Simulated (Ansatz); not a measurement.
Consider ZnCu25 (cell with a defect).

Input file:

```
crystal:
  lattice:
    - [-5.444622383, -5.444622383, 0.0]
    - [0.0, -5.444622383, 5.444622383]
    - [-5.444622383, 0.0, 5.444622383]
  atoms:
    - { symbol: Zn, position: [0.6666666667, 0.0, 0.0] }
    - { symbol: Cu, position: [0.0, 0.0, 0.0] }
    - { symbol: Cu, position: [0.6666666667, 0.3333333333, 0.0] }
    - { symbol: Cu, position: [0.3333333333, 0.3333333333, 0.0] }
    - { symbol: Cu, position: [0.0, 0.3333333333, 0.0] }
    - { symbol: Cu, position: [0.6666666667, 0.6666666667, 0.0] }
    - { symbol: Cu, position: [0.3333333333, 0.6666666667, 0.0] }
    - { symbol: Cu, position: [0.0, 0.6666666667, 0.0] }
    - { symbol: Cu, position: [0.6666666667, 0.0, 0.3333333333] }
    - { symbol: Cu, position: [0.3333333333, 0.0, 0.3333333333] }
    - { symbol: Cu, position: [0.0, 0.0, 0.3333333333] }
    - { symbol: Cu, position: [0.6666666667, 0.3333333333, 0.3333333333] }
    - { symbol: Cu, position: [0.3333333333, 0.3333333333, 0.3333333333] }
    - { symbol: Cu, position: [0.0, 0.3333333333, 0.3333333333] }
    - { symbol: Cu, position: [0.6666666667, 0.6666666667, 0.3333333333] }
    - { symbol: Cu, position: [0.3333333333, 0.6666666667, 0.3333333333] }
    - { symbol: Cu, position: [1.0, 0.6666666667, 0.3333333333] }
    - { symbol: Cu, position: [0.6666666667, 0.0, 0.6666666667] }
    - { symbol: Cu, position: [0.3333333333, 0.0, 0.6666666667] }
    - { symbol: Cu, position: [0.0, 0.0, 0.6666666667] }
    - { symbol: Cu, position: [0.6666666667, 0.3333333333, 0.6666666667] }
    - { symbol: Cu, position: [0.3333333333, 0.3333333333, 0.6666666667] }
    - { symbol: Cu, position: [1.0, 0.3333333333, 0.6666666667] }
    - { symbol: Cu, position: [0.6666666667, 0.6666666667, 0.6666666667] }
    - { symbol: Cu, position: [0.3333333333, 0.6666666667, 0.6666666667] }
    - { symbol: Cu, position: [0.0, 0.6666666667, 0.6666666667] }
basis:
  ecutwfc: 420
  xc_grid: 2
kpoints:
  mp_grid: { grid: [4, 4, 4], shift: [0.0, 0.0, 0.0] }
hamiltonian:
  xc: pbe
scf:
  occupations: { method: gaussian, width: 0.1 }
output:
  forces: true
  stress: false
  eigenvalues: true
  write_density: true
  write_potential: true
  elf: true
  volumetric_format: npy
relax:
  adjacent_minimum: "off"
  f_tol: 0.02
  max_steps: 60
```

Command:

```sh
ansatz run input.yaml --threads 4 --pin off --max-ram 10240MiB --backend cpu --events-out ev --progress --plain --runs-dir out
```

The fields are those of the relaxed geometry.

Computed without spin polarisation.

Theory: DFT PBE, scalar-relativistic, plane waves, PAW (Ansatz 0.2.0).

> Predict the valence pseudo-density and electron localisation function between the atoms.

Cu–Cu (2.55 Å): ρ is about 0.26 e/Å³ halfway; the ELF is about 0.20 at the midpoint; no localised pair shows between them.
Zn–Cu (2.54 Å): the density is about 0.27 e/Å³ at the midpoint; the ELF is about 0.25 at the midpoint; no shared electron pair shows on this line.
Cu–Cu (2.58 Å): ρ at the midpoint is about 0.26 e/Å³; the ELF is about 0.25 at the midpoint (no shared electron pair shows on this line).
Zn–Cu (2.61 Å): the density is about 0.24 e/Å³ at the midpoint; the ELF is about 0.25 at the midpoint (no shared electron pair shows on this line).

> Metal or insulator at this level of theory?

It is metallic or semimetallic at this level of theory: no gap opens.

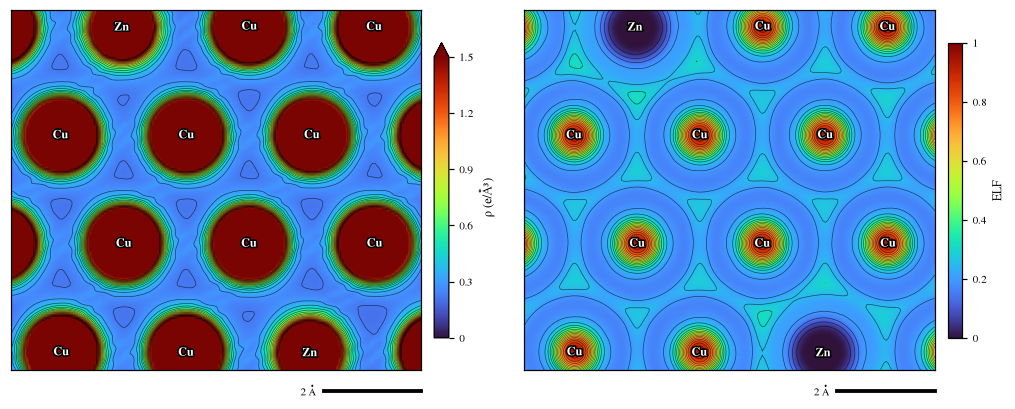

Computed valence pseudo-density and electron localisation function on the (100) plane of the calculation cell, in this order. 
